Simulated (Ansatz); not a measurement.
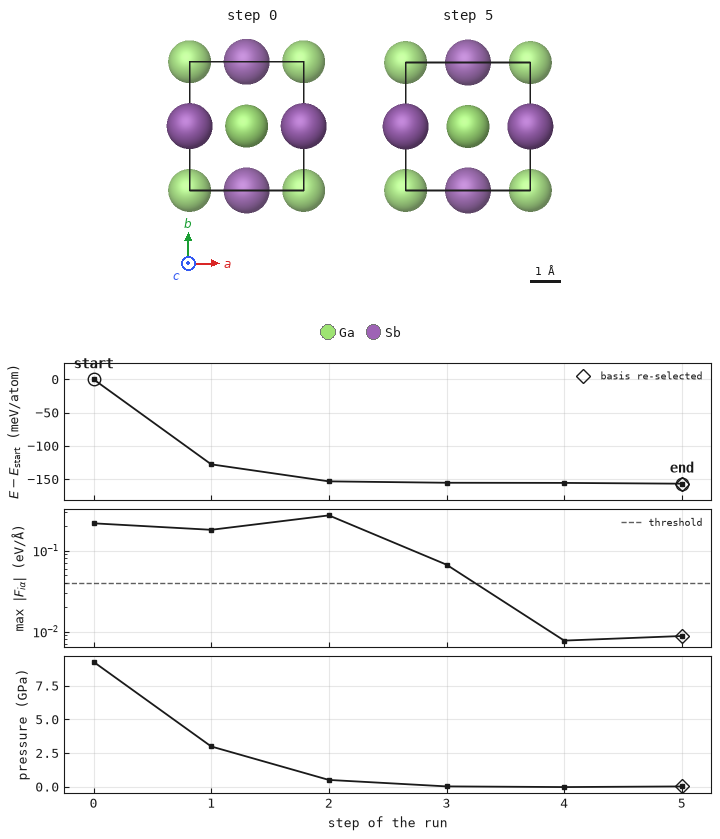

First and last geometry of a relaxation of crystalline GaSb (a generated structure, set up in Pmmm) (coarse preliminary run), with the history of the run. Style: spheres-only. Shown: the cell of the calculation, along the c axis.

Theory: Ansatz, DFT PBE, scalar-relativistic, plane waves, PAW. Settings: plane-wave cutoff 420 eV; k-point mesh 4 × 4 × 2; occupations gaussian; smearing width 0.1 eV; no spin polarisation; cell and atoms relaxed; force threshold 0.04 eV/Å; at most 70 steps.

**What do the curves and the structures tell?**

It converged. The energy falls by 157 meV per atom in 4 accepted moves (5 points after the start). The largest force component goes from 0.22 to 0.0088 eV/Å. The pressure goes from 9.27 to 0.03 GPa. At 1 point the geometry stayed and the basis and grid were re-selected for the new cell (energy shift of 1.2 meV per atom at most each time). The largest moves relative to the cell, 0.10 Å, are those of Ga atoms. By element the largest moves are Ga 0.10 Å, Sb 0.04 Å. The volume changes by +16.3 %, with a 3.809 → 4.167 Å (+9.4 %), b 4.299 → 4.272 Å (−0.6 %), c 9.934 → 10.624 Å (+6.9 %). Near-neighbour distances that change, for instance: Ga–Sb 2.599 → 2.787 Å, Ga–Sb 2.599 → 2.748 Å, Ga–Sb 2.582 → 2.711 Å. Bond angles that change, for instance: Sb–Ga–Sb 112.8° → 104.0°, Ga–Sb–Ga 112.8° → 104.0°, Sb–Ga–Sb 94.2° → 98.6°. The space group stays Pmmm (No. 47).

Limits of the set-up: the k-point mesh is coarse for a cell with partly filled bands.
